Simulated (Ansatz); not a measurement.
# La: 6 runs along one coordinate

System: La (1 atom in the cell).
Method: DFT, BLYP, plane waves (420 eV) with PAW, scalar-relativistic, no spin polarisation (Ansatz 0.2.0).

The 6 runs differ only in the geometry, by an even scaling of the cell at fixed fractional positions.

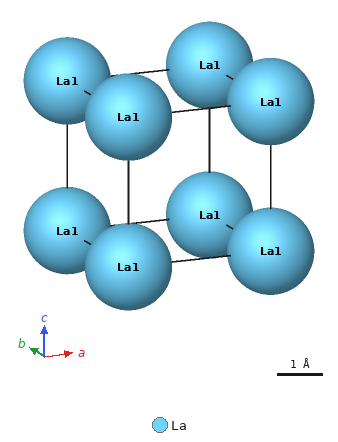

Figure 1. The structure of run 4 (spheres-only view of the cell of the calculation, seen slightly off an axis; atoms are numbered from 1 in the order of the input).

### Input of run 4
```yaml
crystal:
  lattice:
    - [3.4409611361, 0.0, 0.0]
    - [0.0, 3.4409611361, 0.0]
    - [0.0, 0.0, 3.4409611361]
  atoms:
    - { symbol: La, position: [0.0, 0.0, 0.0] }
hamiltonian:
  xc: blyp
  pseudopotentials:
    kind: paw
    azcp:
      La: "pseudopotentials/La.paw.azcp"
basis:
  ecutwfc: 420
  fft_grid_basis: typed
kpoints:
  mp_grid: { grid: [10, 10, 10], shift: [0, 0, 0] }
magnetization:
  spin_polarized: false
scf:
  occupations: { method: fermi_dirac, width: 0.1 }
  lower_state_search: "off"
output:
  stress: true
```

Lattice vectors (Å) and fractional positions of run 4:
```
   3.440961    0.000000    0.000000
   0.000000    3.440961    0.000000
   0.000000    0.000000    3.440961
La  0.000000  0.000000  0.000000
```

Run 2 differs from it as follows:
```diff
-    - [3.4409611361, 0.0, 0.0]
-    - [0.0, 3.4409611361, 0.0]
-    - [0.0, 0.0, 3.4409611361]
+    - [3.3466403525, 0.0, 0.0]
+    - [0.0, 3.3466403525, 0.0]
+    - [0.0, 0.0, 3.3466403525]
```

### Results, with one run withheld

```tsv
run	volume per atom (Å³)	free energy per atom, from the lowest run given (meV)	pressure (GPa)
1	35.853	43.19	3.15
2	37.482	?	?
3	39.112	4.08	0.84
4	40.742	0.00	−0.02
5	44.001	14.32	−1.31
6	45.631	30.24	−1.80
```

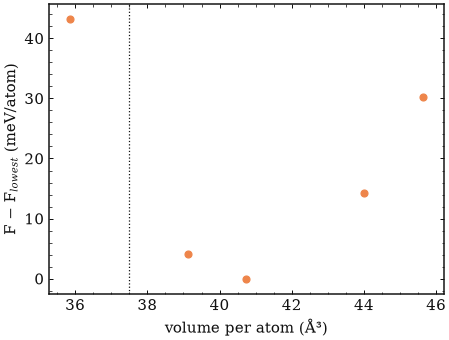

Figure 2. Free energy per atom of the runs given; the dotted line marks run 2.

Estimate the energy of run 2 from the others.

A cubic polynomial in V^(−2/3) (the Birch–Murnaghan form), fitted to the 5 runs given, misses them by under 0.01 meV per atom. With x = V^(−2/3) − 0.08435 Å⁻², it reads F = 0.012154 − 232.77 x + 7.8319e+05 x² − 1.204e+06 x³ (meV per atom). At run 2 it gives 17.80 meV per atom, and the run itself gives 17.80. The slope of the fit gives a pressure −dF/dV of 1.89 GPa there, and the run prints 1.89 GPa. The fit has its minimum at 40.712 Å³ per atom, where V d²F/dV² gives 19.5 GPa: the bulk modulus at this level, since symmetry fixes the shape and the positions.

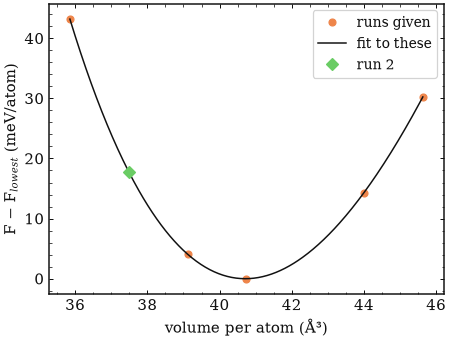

Figure 3. The fit and the withheld run.

### Output, shortened to warnings, some set-up lines, iterations and results (run 2)
```
Basis set: ecut = 420 eV, 739 PW (Γ), exchange–correlation on 48×48×48 points (8 copies of the dense FFT grid, shifted against one another)
Symmetry: 48 space group operations
k-points: 56 of 1000
Initial density: superposition of atomic densities (neutral atoms: chi_scale 0, normalization atom), corrected by the library's trained network
[...]
SCF iter   1: F=—  HF=-6268.508473 eV  |F-HF|=—  |Δ(HF+E_count)|=         —  Δρ=4.86e-3  dr2=1.62e-2  ethr=1.77e-3  ⟨swp⟩=4.1  Hψ=2692  notcnv=0
SCF iter   2: F=—  HF=-6268.504991 eV  |F-HF|=—  |Δ(HF+E_count)|=   3.48e-3  Δρ=2.35e-3  dr2=4.28e-3  ethr=1.47e-4  ⟨swp⟩=2.4  Hψ=1532  notcnv=0
SCF iter   3: F=—  HF=-6268.504993 eV  |F-HF|=—  |Δ(HF+E_count)|=   2.53e-6  Δρ=5.46e-4  dr2=8.87e-5  ethr=3.89e-5  ⟨swp⟩=2.5  Hψ=1060  notcnv=0
SCF iter   4: F=—  HF=-6268.505148 eV  |F-HF|=—  |Δ(HF+E_count)|=   1.55e-4  Δρ=1.03e-4  dr2=3.18e-6  ethr=8.06e-7  ⟨swp⟩=2.2  Hψ=895  notcnv=0
SCF iter   5: F=-6268.505159 eV  HF=-6268.505158 eV  |F-HF|=9.99e-8  |Δ(HF+E_count)|=   1.06e-5  Δρ=1.09e-5  dr2=3.82e-8  ethr=2.90e-8  ⟨swp⟩=2.0  Hψ=866  notcnv=0
SCF iter   6: F=-6268.505159 eV  HF=-6268.505159 eV  |F-HF|=5.77e-10  |Δ(HF+E_count)|=   1.27e-7  Δρ=1.89e-6  dr2=7.05e-10  ethr=3.47e-10  ⟨swp⟩=2.7  Hψ=2159  notcnv=0
SCF 1 converged in 6 iterations: F = -6268.505159 eV  dr2 = 7.05e-10
SCF converged after 6 iterations
Free energy (F): -6268.505159 eV
Harris-Foulkes:  -6268.505159 eV  (|F-HF|=5.77e-10)
Internal energy: -6268.436545 eV  (E = F + TS)
E sigma→0 (E₀):  -6268.470852 eV
Entropy (-TS):   -0.068614 eV (-68.614 meV/atom)
Fermi energy:    11.271665 eV
--- Per-component energies (eV) ---
  E_band       = -44.155437
  E_kinetic    = 194.812967
  E_local      = -363.248288  (includes V_loc(G=0)·N_el)
  E_nonlocal   = 95.150133
  E_hartree    = 118.226719
  E_xc         = -136.701555
  E_vxc        = -144.555420  (∫ρ·V_xc dr)
  E_paw        = -5438.175084  (= ΣΔE_a)
  E_vpaw       = -62.768056  (= ΣTr[D̂ρ^β])
  E_aug_tail   = -0.000000  (compensation charges beyond the density's cutoff)
  E_ewald      = -738.589286
  E_core_change = 0.087850  (= ΣΔE_core)
  E_smearing   = -0.068614  (= −TS)
  E_closure    = -0.000000  (closes the sum)
  Σ components = -6268.505159   (vs F -6268.505159, Δ=0.00e0)
--- Stress (GPa, compression-positive) ---
        1.886448       0.000000       0.000000
        0.000000       1.886448       0.000000
        0.000000       0.000000       1.886448
  P = ⅓ Tr σ = 1.8864 GPa (18.864 kbar)
```
